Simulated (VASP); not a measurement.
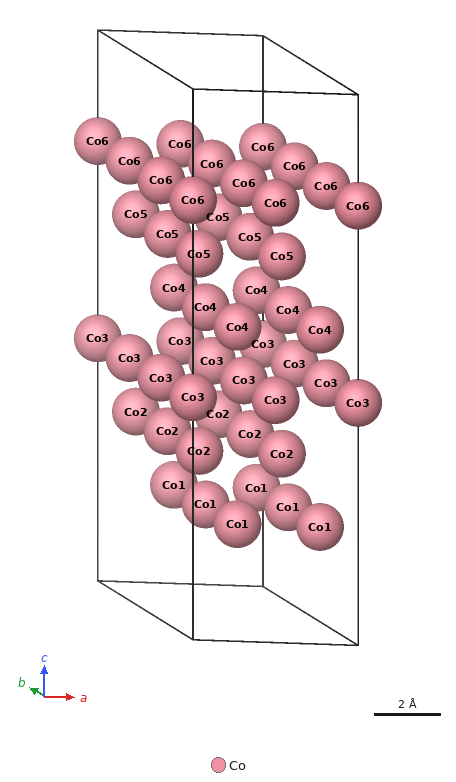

**Figure 1.** The input geometry (spheres-only view of the 2 × 3 repeat of the cell, with the vacuum cut short, seen slightly off an axis; atoms are numbered from 1 in the order of the input).

Co: workfunction calculation (part 1 of 2)

Co (slab, 6 atoms in the cell), computed with Kohn-Sham DFT of a periodic cell, PBE, VASP PAW PBE potentials, recommended, spin-polarised (VASP 6.6.1).

The structure derives from an entry of the Crystallography Open Database. It belongs to a series of runs on one base structure; here: the (1 1 1) slab of Co, cut from the database cell, not relaxed.

### OSZICAR
```
N       E                     dE             d eps       ncg     rms          rms(c)
DAV:   1     0.400360450958E+03    0.40036E+03   -0.24140E+04  2888   0.159E+03
DAV:   2    -0.166536204432E+02   -0.41701E+03   -0.39558E+03  2888   0.336E+02
DAV:   3    -0.458101582136E+02   -0.29157E+02   -0.26327E+02  3176   0.126E+02
DAV:   4    -0.465176367476E+02   -0.70748E+00   -0.69034E+00  3134   0.214E+01
DAV:   5    -0.465388508706E+02   -0.21214E-01   -0.20897E-01  4348   0.239E+00    0.239E+01
DAV:   6    -0.563347690546E+02   -0.97959E+01   -0.96961E+01  3338   0.147E+02    0.452E+01
DAV:   7    -0.540119615118E+02    0.23228E+01   -0.66599E+01  3492   0.124E+02    0.472E+01
DAV:   8    -0.424291915676E+02    0.11583E+02   -0.40850E+01  4352   0.815E+01    0.252E+01
DAV:   9    -0.420848870348E+02    0.34430E+00   -0.24433E+01  3610   0.839E+01    0.290E+01
DAV:  10    -0.395322217879E+02    0.25527E+01   -0.16231E+01  3532   0.595E+01    0.133E+01
DAV:  11    -0.394355641653E+02    0.96658E-01   -0.26401E+00  3342   0.241E+01    0.607E+00
DAV:  12    -0.398853138909E+02   -0.44975E+00   -0.82217E-01  3228   0.869E+00    0.315E+00
DAV:  13    -0.402398407734E+02   -0.35453E+00   -0.62050E-01  3116   0.837E+00    0.244E+00
DAV:  14    -0.403446481150E+02   -0.10481E+00   -0.14413E-01  3200   0.436E+00    0.193E+00
DAV:  15    -0.403571971774E+02   -0.12549E-01   -0.33341E-02  4196   0.238E+00    0.121E+00
DAV:  16    -0.403843429347E+02   -0.27146E-01   -0.26199E-02  3884   0.211E+00    0.155E+00
DAV:  17    -0.403885025673E+02   -0.41596E-02   -0.13445E-02  3240   0.208E+00    0.800E-01
DAV:  18    -0.403905973784E+02   -0.20948E-02   -0.37766E-03  3972   0.673E-01    0.565E-01
DAV:  19    -0.403952112550E+02   -0.46139E-02   -0.10702E-03  3092   0.236E-01    0.498E-01
DAV:  20    -0.404185563845E+02   -0.23345E-01   -0.17983E-02  3136   0.849E-01    0.489E-01
DAV:  21    -0.404215910246E+02   -0.30346E-02   -0.34734E-03  3184   0.596E-01    0.352E-01
DAV:  22    -0.404262590436E+02   -0.46680E-02   -0.11766E-03  3206   0.450E-01    0.249E-01
DAV:  23    -0.404316941869E+02   -0.54351E-02   -0.64630E-04  3052   0.260E-01    0.165E-01
DAV:  24    -0.404334939449E+02   -0.17998E-02   -0.44046E-04  3114   0.143E-01    0.189E-01
DAV:  25    -0.404381674701E+02   -0.46735E-02   -0.54794E-04  3568   0.345E-01    0.621E-02
DAV:  26    -0.404422089315E+02   -0.40415E-02   -0.21003E-04  3096   0.116E-01    0.493E-02
DAV:  27    -0.404453844076E+02   -0.31755E-02   -0.63238E-05  3040   0.596E-02    0.325E-02
DAV:  28    -0.404480946941E+02   -0.27103E-02   -0.60888E-05  3176   0.557E-02    0.244E-02
DAV:  29    -0.404498989521E+02   -0.18043E-02   -0.74059E-05  2992   0.327E-02    0.209E-02
DAV:  30    -0.404505962422E+02   -0.69729E-03   -0.40786E-05  2936   0.442E-02    0.909E-03
DAV:  31    -0.404509799428E+02   -0.38370E-03   -0.18221E-05  2494   0.141E-02    0.502E-03
DAV:  32    -0.404511568702E+02   -0.17693E-03   -0.65611E-06  2218   0.914E-03    0.415E-03
DAV:  33    -0.404511752956E+02   -0.18425E-04   -0.58261E-07  1990   0.774E-03    0.279E-03
DAV:  34    -0.404511851165E+02   -0.98209E-05   -0.47351E-07  1838   0.431E-03    0.231E-03
DAV:  35    -0.404511882507E+02   -0.31341E-05   -0.19817E-07  1786   0.391E-03    0.174E-03
DAV:  36    -0.404511882360E+02    0.14697E-07   -0.76123E-08  1748   0.221E-03
   1 F= -.40451188E+02 E0= -.40446017E+02  d E =-.103429E-01  mag=    10.2901
```

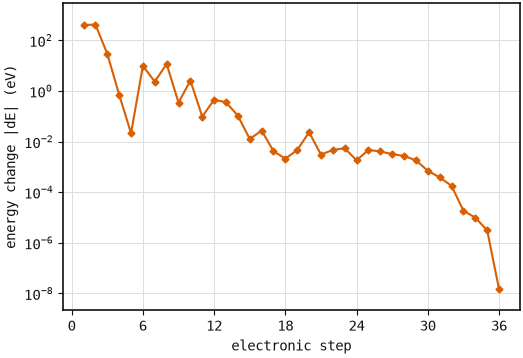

**Figure 2.** Convergence of the self-consistent field: energy change |dE| against the electronic step. It takes 36 electronic steps. The density is held fixed in the first few steps, and dE rises again when its update begins.

### Parts of OUTCAR
```
PREC = Accurate
   ENCUT = 520
   EDIFF = 1E-6
   ISMEAR = 0
   LREAL = False
   LASPH = True
   NELM = 120
   ISIF = 2
   ISPIN = 2
   LORBIT = 11
   GGA = PE

 ion  position               nearest neighbor table
   1  0.667  0.333  0.296-   2 2.54   2 2.54   2 2.54
   2  0.333  0.667  0.377-   3 2.54   3 2.54   3 2.54   1 2.54   1 2.54   1 2.54
   3  0.000  0.000  0.459-   2 2.54   2 2.54   2 2.54   4 2.54   4 2.54   4 2.54
   4  0.667  0.333  0.541-   5 2.54   5 2.54   5 2.54   3 2.54   3 2.54   3 2.54
   5  0.333  0.667  0.623-   4 2.54   4 2.54   4 2.54   6 2.54   6 2.54   6 2.54
   6  0.000  0.000  0.704-   5 2.54   5 2.54   5 2.54

  LATTYP: Found a hexagonal cell.
 ALAT       =     2.5395032940
 C/A-ratio  =     9.9891497852

  Lattice vectors:

 A1 = (   2.5395032940,   0.0000000000,   0.0000000000)
 A2 = (  -1.2697516470,   2.1992743656,   0.0000000000)
 A3 = (   0.0000000000,   0.0000000000,  25.3674787838)

Analysis of symmetry for initial positions (statically):
=====================================================================
 Subroutine PRICEL returns:
 Original cell was already a primitive cell.

 Routine SETGRP: Setting up the symmetry group for a
 hexagonal supercell.

 Subroutine GETGRP returns: Found 12 space group operations
 (whereof  6 operations were pure point group operations)
 out of a pool of 24 trial point group operations.

The static configuration has the point symmetry C_3v.
 The point group associated with its full space group is D_3d.

Analysis of symmetry for dynamics (positions and initial velocities):
=====================================================================
 Subroutine PRICEL returns:
 Original cell was already a primitive cell.

 Routine SETGRP: Setting up the symmetry group for a
 hexagonal supercell.

 Subroutine GETGRP returns: Found 12 space group operations
 (whereof  6 operations were pure point group operations)
 out of a pool of 24 trial point group operations.

The dynamic configuration has the point symmetry C_3v.
 The point group associated with its full space group is D_3d.

Analysis of structural, dynamic, and magnetic symmetry:
=====================================================================
 Subroutine PRICEL returns:
 Original cell was already a primitive cell.

 Routine SETGRP: Setting up the symmetry group for a
 hexagonal supercell.

 Subroutine GETGRP returns: Found 12 space group operations
 (whereof  6 operations were pure point group operations)
 out of a pool of 24 trial point group operations.

The overall configuration has the point symmetry C_3v.
 The point group associated with its full space group is D_3d.

 Subroutine INISYM returns: Found 12 space group operations
 (whereof  6 operations are pure point group operations),
 and found     1 'primitive' translations

----------------------------------------------------------------------------------------

                                     Primitive cell

  volume of cell :     141.6790

  direct lattice vectors                    reciprocal lattice vectors
     2.539503294  0.000000000  0.000000000     0.393777792  0.227347714  0.000000000
    -1.269751647  2.199274366  0.000000000     0.000000000  0.454695428  0.000000000
     0.000000000  0.000000000 25.367478784     0.000000000  0.000000000  0.039420551

  length of vectors
     2.539503294  2.539503294 25.367478784     0.454695428  0.454695428  0.039420551

  position of ions in fractional coordinates (direct lattice)
     0.666666667  0.333333333  0.295654135
     0.333333333  0.666666667  0.377392481
     0.000000000  0.000000000  0.459130827
     0.666666667  0.333333333  0.540869173
     0.333333333  0.666666667  0.622607519
     0.000000000  0.000000000  0.704345865

  ion indices of the primitive-cell ions
   primitive index   ion index
                 1           1
                 2           2
                 3           3
                 4           4
                 5           5
                 6           6

----------------------------------------------------------------------------------------

 KPOINTS: Automatic mesh

Automatic generation of k-mesh.
 Grid dimensions read from file:
 generate k-points for:   12   12    1

 Generating k-lattice:

  Cartesian coordinates                     Fractional coordinates (reciprocal lattice)
     0.032814816  0.018945643  0.000000000     0.083333333  0.000000000  0.000000000
     0.000000000  0.037891286  0.000000000     0.000000000  0.083333333  0.000000000
     0.000000000  0.000000000  0.039420551     0.000000000  0.000000000  1.000000000

  Length of vectors
     0.037891286  0.037891286  0.039420551

  Shift w.r.t. Gamma in fractional coordinates (k-lattice)
     0.000000000  0.000000000  0.000000000

 Subroutine IBZKPT returns following result:
 ===========================================

 Found     19 irreducible k-points:

 Following reciprocal coordinates:
            Coordinates               Weight
  0.000000  0.000000  0.000000      1.000000
  0.083333  0.000000  0.000000      6.000000
  0.166667  0.000000  0.000000      6.000000
  0.250000 -0.000000  0.000000      6.000000
  0.333333  0.000000  0.000000      6.000000
  0.416667 -0.000000  0.000000      6.000000
  0.500000 -0.000000  0.000000      3.000000
  0.083333  0.083333  0.000000      6.000000
  0.166667  0.083333  0.000000     12.000000
  0.250000  0.083333  0.000000     12.000000
  0.333333  0.083333  0.000000     12.000000
  0.416667  0.083333  0.000000     12.000000
  0.166667  0.166667  0.000000      6.000000
  0.250000  0.166667  0.000000     12.000000
  0.333333  0.166667  0.000000     12.000000
  0.416667  0.166667  0.000000      6.000000
  0.250000  0.250000  0.000000      6.000000
  0.333333  0.250000  0.000000     12.000000
  0.333333  0.333333  0.000000      2.000000
   k-points           NKPTS =     19   k-points in BZ     NKDIM =     19   number of bands    NBANDS=     38
   number of dos      NEDOS =    301   number of ions     NIONS =      6
   total plane-waves  NPLWV =  76800
   dimension x,y,z NGX =    20 NGY =   20 NGZ =  192
   dimension x,y,z NGXF=    40 NGYF=   40 NGZF=  384
   ions per type =               6
   NGX,Y,Z   is equivalent  to a cutoff of  13.09, 13.09, 12.58 a.u.
   NGXF,Y,Z  is equivalent  to a cutoff of  26.19, 26.19, 25.17 a.u.
 SYSTEM =  unknown system
   PREC   = accura    normal or accurate (medium, high low for compatibility)
   ISTART =      0    job   : 0-new  1-cont  2-samecut
   ICHARG =      2    charge: 1-file 2-atom 10-const
   ISPIN  =      2    spin polarized calculation?
   LNONCOLLINEAR =      F non collinear calculations
   LSORBIT =      F    spin-orbit coupling
   LASPH  =      T    aspherical Exc in radial PAW
   ENCUT  =  520.0 eV  38.22 Ry    6.18 a.u.   4.72  4.72 47.17*2*pi/ulx,y,z
   NELM   =    120;   NELMIN=  2; NELMDL= -5     # of ELM steps
   EDIFF  = 0.1E-05   stopping-criterion for ELM
   LREAL  =      F    real-space projection
   EDIFFG = 0.1E-04   stopping-criterion for IOM
   NSW    =      0    number of steps for IOM
   IBRION =     -1    ionic relax: 0-MD 1-quasi-New 2-CG
   NFREE  =      0    steps in history (QN), initial steepest desc. (CG)
   ISIF   =      2    stress and relaxation
   ISYM   =      2    0-nonsym 1-usesym 2-fastsym
   POTIM  = 0.5000    time-step for ionic-motion
   TEBEG  =    0.0;   TEEND  =   0.0 temperature during run
   PSTRESS=    0.0 pullay stress
   NELECT =      54.0000    total number of electrons
   NUPDOWN=      -1.0000    fix difference up-down
   EMIN   =  10.00;   EMAX   =-10.00  energy-range for DOS
   EFERMI =   0.00;   METHOD = LEGACY
   ISMEAR =     0;   SIGMA  =   0.05  broadening in eV -4-tet -1-fermi 0-gaus
   EFERMI_NEDOS =   21; number of points for ismear=-14 and -15
   IALGO  =     38    algorithm
   IMIX   =      4    mixing-type and parameters
     AMIX     =   0.40;   BMIX     =  1.00
     AMIX_MAG =   1.60;   BMIX_MAG =  1.00
  volume/ion in A,a.u.               =      23.61       159.35
  Fermi-wavevector in a.u.,A,eV,Ry     =   1.186964  2.243037 19.169028  1.408884
  Thomas-Fermi vector in A             =   2.323126
   LORBIT       =     11    0 simple, 1 ext, 2 COOP (PROOUT), +10 PAW based schemes
   GGA     = PE    functional components
   LHFCALC =     F    Hartree Fock is set to
   AEXX    =    0.0000 exact exchange contribution
   IVDW    =     0    specifies the selected vdW correction
   LEPSILON=     F    determine dielectric tensor
   LRPA    =     F    only Hartree local field effects (RPA)
 spin polarized calculation
 Gauss-broadening in eV      SIGMA  =   0.05
  energy-cutoff  :      520.00
  volume of cell :      141.68
 maximum number of plane-waves:      3851
 NGX is ok and might be reduce to    20
   NGX =  9   NGY =  9   NGZ = 95

 dipolmoment           0.000000      0.000000     -0.000000 electrons x Angstroem

 number of electron      54.0000008 magnetization      10.2904743

 dipolmoment           0.000000      0.000000      0.000002 electrons x Angstroem

 Free energy of the ion-electron system (eV)
  ---------------------------------------------------
  ext. energy  EPLUGINS =         0.00000000
  ---------------------------------------------------
  free energy    TOTEN  =       -40.45118824 eV

  energy without entropy =      -40.44084532  energy(sigma->0) =      -40.44601678

 E-fermi :   2.1989     XC(G=0):  -7.1391     alpha+bet : -8.1456

 val. band max:        2.1964377225   @ k =   0.1667   0.1667   0.0000
 cond. band min:       2.2031625647   @ k =   0.4167   0.0833   0.0000
 fundamental gap:      0.0067248422
 Fermi energy:         2.1989221290

 spin component 1

 k-point     1 :       0.0000    0.0000    0.0000
  band No.  band energies     occupation
      1      -6.2409      1.00000
      2      -5.5869      1.00000
      3      -4.6100      1.00000
      4      -3.5696      1.00000
      5      -2.9133      1.00000
      6      -2.7530      1.00000
      7      -0.6905      1.00000
      8      -0.6252      1.00000
      9      -0.5597      1.00000
     10      -0.5597      1.00000
     11      -0.4997      1.00000
     12      -0.4987      1.00000
     13      -0.4438      1.00000
     14      -0.4438      1.00000
     15      -0.4065      1.00000
     16      -0.4065      1.00000
     17      -0.3371      1.00000
     18      -0.3371      1.00000
     19      -0.2007      1.00000
     20      -0.2007      1.00000
     21      -0.1690      1.00000
     22      -0.1690      1.00000
     23       0.3293      1.00000
     24       0.4250      1.00000
     25       0.4250      1.00000
     26       0.4471      1.00000
     27       0.4471      1.00000
     28       0.5868      1.00000
     29       0.5868      1.00000
     30       0.8383      1.00000
     31       0.8383      1.00000
     32       1.0636      1.00000
     33       1.0636      1.00000
     34       1.2156      1.00000
     35       1.2156      1.00000
     36       1.7815      1.00000
     37       2.2854      0.00720
     38       6.7879      0.00000

 k-point     2 :       0.0833    0.0000    0.0000
  band No.  band energies     occupation
      1      -6.0102      1.00000
      2      -5.3634      1.00000
      3      -4.3977      1.00000
      4      -3.3719      1.00000
      5      -2.7373      1.00000
      6      -2.5975      1.00000
      7      -0.8018      1.00000
      8      -0.7400      1.00000
      9      -0.6719      1.00000
     10      -0.6295      1.00000
     11      -0.5236      1.00000
     12      -0.4836      1.00000
     13      -0.4653      1.00000
     14      -0.3837      1.00000
     15      -0.3572      1.00000
     16      -0.3499      1.00000
     17      -0.3363      1.00000
     18      -0.2470      1.00000
     19      -0.2421      1.00000
     20      -0.1880      1.00000
     21      -0.1232      1.00000
     22      -0.0766      1.00000
     23      -0.0311      1.00000
     24       0.3213      1.00000
     25       0.3320      1.00000
     26       0.4412      1.00000
     27       0.4663      1.00000
     28       0.5814      1.00000
     29       0.5960      1.00000
     30       0.6941      1.00000
     31       0.8398      1.00000
     32       0.8781      1.00000
     33       1.0678      1.00000
     34       1.2232      1.00000
     35       1.4091      1.00000
     36       2.3884      0.00000
     37       3.0068      0.00000
     38       7.0039      0.00000

 k-point     3 :       0.1667    0.0000    0.0000
  band No.  band energies     occupation
      1      -5.3438      1.00000
      2      -4.7264      1.00000
      3      -3.8115      1.00000
      4      -2.8547      1.00000
      5      -2.2893      1.00000
      6      -2.1926      1.00000
      7      -1.1281      1.00000
      8      -0.9935      1.00000
      9      -0.9454      1.00000
     10      -0.8172      1.00000
     11      -0.7459      1.00000
     12      -0.5693      1.00000
     13      -0.4585      1.00000
     14      -0.4283      1.00000
     15      -0.3599      1.00000
     16      -0.2690      1.00000
     17      -0.2319      1.00000
     18      -0.2089      1.00000
     19      -0.1293      1.00000
     20      -0.0886      1.00000
     21      -0.0456      1.00000
     22       0.0511      1.00000
     23       0.0827      1.00000
     24       0.1764      1.00000
     25       0.1768      1.00000
     26       0.3162      1.00000
     27       0.3543      1.00000
     28       0.4758      1.00000
     29       0.6154      1.00000
     30       0.6504      1.00000
     31       0.8400      1.00000
     32       1.0777      1.00000
     33       1.2127      1.00000
     34       1.2431      1.00000
     35       2.1279      0.97771
     36       3.3996      0.00000
     37       4.2999      0.00000
     38       7.6518      0.00000
```
